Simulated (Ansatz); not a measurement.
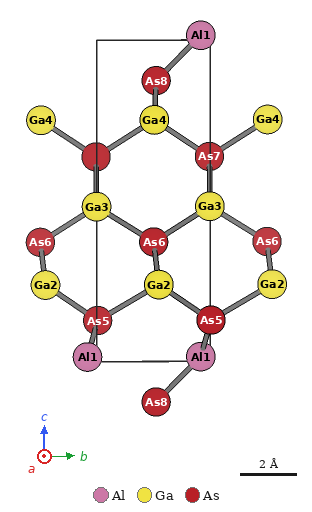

Starting structure of crystalline AlGa3As4 (a generated structure, set up in P1) (coarse preliminary run). Style: ball-and-stick. Shown: the cell of the calculation, along the a axis.

All numbers below come from Ansatz, DFT PBE, scalar-relativistic, plane waves, PAW.

Input
```yaml
crystal:
  lattice:
    - [4.0009177716, 0.0032292229, 0.0089433245]
    - [0.0032292229, 4.0959607457, 0.0076796635]
    - [0.0252723828, 0.021701482, 11.6152894238]
  atoms:
    - { symbol: Al, position: [-0.0091164272, -0.0817953132, 0.0146443694] }
    - { symbol: Ga, position: [0.5405907491, 0.5475486134, 0.2392665308] }
    - { symbol: Ga, position: [0.0263560986, -0.0018530451, 0.48251127] }
    - { symbol: Ga, position: [0.4871217278, 0.5080084316, 0.7518708538] }
    - { symbol: As, position: [0.4623976614, 0.007833681, 0.1281954141] }
    - { symbol: As, position: [-0.0034095342, 0.5022829852, 0.37217255] }
    - { symbol: As, position: [0.4934214865, -0.0061032753, 0.6373537381] }
    - { symbol: As, position: [0.0026382379, 0.5240779224, 0.8739852738] }
basis:
  ecutwfc: 420
kpoints:
  mp_grid: { grid: [4, 4, 1] }
hamiltonian:
  xc: pbe
scf:
  occupations: { method: gaussian, width: 0.1 }
  lower_state_search: "off"
output:
  forces: true
  stress: true
  eigenvalues: true
relax:
  adjacent_minimum: "off"
  f_tol: 0.025
  max_steps: 60
  cell: { stress_tol: 0.25 }
```

Command:
```bash
ansatz run input.yaml --threads 4 --pin off --max-ram 8192MiB --backend cpu --events-out ev --progress --plain --runs-dir out
```

### What does the optimiser find from here?

The largest move relative to the cell is that of Al1, 0.37 Å roughly along [0 3 −1]. By element the largest moves are Al 0.37 Å, Ga 0.28 Å, As 0.16 Å. The volume changes by −0.6 %, with a 4.001 → 4.085 Å (+2.1 %), b 4.096 → 4.087 Å (−0.2 %), c 11.615 → 11.331 Å (−2.4 %), α 89.8° → 90.0°, β 89.7° → 89.9°. Some distances before and after: Al1–As8 2.966 → 2.479 Å, Ga3–As7 2.783 → 2.485 Å, Ga2–As5 2.302 → 2.491 Å, Ga2–As6 2.669 → 2.486 Å. Among the angles between lasting bonds that change: Al1–As5–Ga2 93.3° → 108.7°, As7–Ga3–As7 96.0° → 110.5°, Ga3–As7–Ga3 96.0° → 110.5°. Within 0.06 Å the space group is P1 at the start and P-4m2 at the end; at a tighter tolerance small leftover displacements or strains of the cell lower it. The energy falls by 174 meV per atom in 3 accepted moves (4 points after the start). The largest force component goes from 1.9 to 0.0066 eV/Å. Pressure: 2.24 GPa at the start and −0.02 GPa at the end. The SCF was repeated once at an unchanged geometry on a basis and grid sized afresh for the cell, which shifted the energy by less than 0.05 meV per atom at most. Cost: 15 s on 4 threads of Arm Neoverse V2 (shared host), peak memory 0.6 GiB.

Step by step:

| step | E − E(0), meV/atom | largest force component, eV/Å | pressure, GPa | volume, Å³/atom | note |
| --- | --- | --- | --- | --- | --- |
| 0 | 0.00 | 1.9291 | 2.24 | 23.793 |  |
| 1 | -149.71 | 1.0034 | 0.37 | 23.563 |  |
| 2 | -173.74 | 0.0344 | 0.12 | 23.594 |  |
| 3 | -174.01 | 0.0066 | -0.02 | 23.646 |  |
| 4 | -173.98 | 0.0066 | -0.02 | 23.646 | same geometry, new basis |

Final geometry:

```
Al Ga As
1.0
     4.08507    0.00011    0.00499
     0.00012    4.08667    0.00130
     0.01495    0.00408   11.33130
Al Ga As
1 3 4
Cartesian
  0.0011 4.0853 0.0015
  2.0489 2.0443 2.8322
  0.0077 4.0881 5.6666
  2.0540 2.0475 8.5050
  2.0441 0.0010 1.4057
  0.0057 2.0445 4.2491
  2.0499 0.0042 7.0857
  4.0966 2.0464 9.9340
```

The end point in the same view:

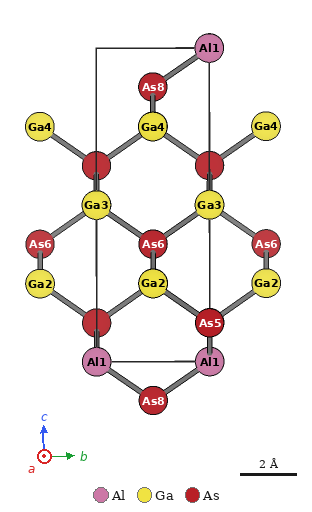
